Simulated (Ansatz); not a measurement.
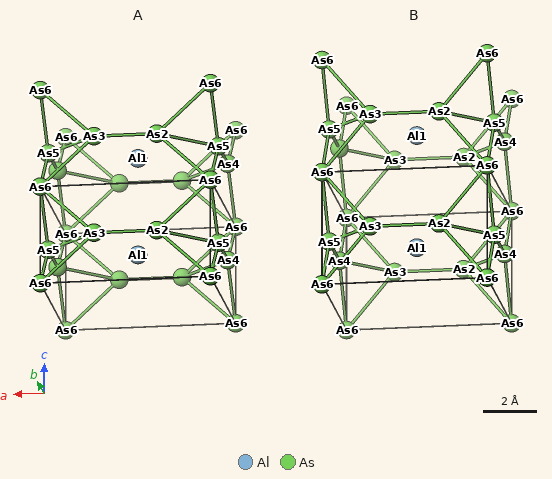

Two geometries of solid AlAs₅ (a generated structure, set up in P4/mmm), drawn at one scale. One is the start of a relaxation, the other its converged end. A ball-and-stick model of the cell of the calculation, repeated 1 × 1 × 2 with one cell outlined, seen from a free direction.

Computed with DFT PBE, scalar-relativistic, plane waves, PAW in Ansatz 0.2.0. (plane-wave cutoff 420 eV; k-point mesh 6 × 6 × 8; occupations gaussian; smearing width 0.1 eV; no spin polarisation; cell and atoms relaxed; force threshold 0.01 eV/Å; at most 80 steps)

Q: Which of the two is the end point?

A: Structure A is the relaxed one. The largest moves relative to the cell, 0.16 Å, are those of As2, As3, As4 and As5. As3 goes along −a. Al stays in place. Cell: a = b 6.301 → 6.490 Å (+3.0 %), c 4.405 → 3.791 Å (−13.9 %). Volume −8.7 %. Among the contacts that change: As2–As4 2.592 → 2.894 Å, As2–As3 2.635 → 2.397 Å, As2–As6 2.866 → 2.789 Å. Among the angles between lasting bonds that change: As6–As2–As6 100.5° → 85.6°, As3–As2–As6 129.8° → 137.2°, As4–As2–As6 63.1° → 58.8°. The space group stays P4/mmm (No. 123). The energy falls by 34.1 meV per atom in 7 accepted moves (9 points after the start). Largest force component: 0.17 eV/Å at the start, 0.009 eV/Å at the end. The pressure goes from 0.32 to 0.01 GPa. The line search rejected the trial step at point 6 of the run. The SCF was repeated once at an unchanged geometry on a basis and grid sized afresh for the cell, which shifted the energy by 0.1 meV per atom at most. The run took 2.3 min on 1 thread of Intel(R) Xeon(R) 6975P-C (Granite Rapids), on a shared host, peak memory 0.66 GiB.
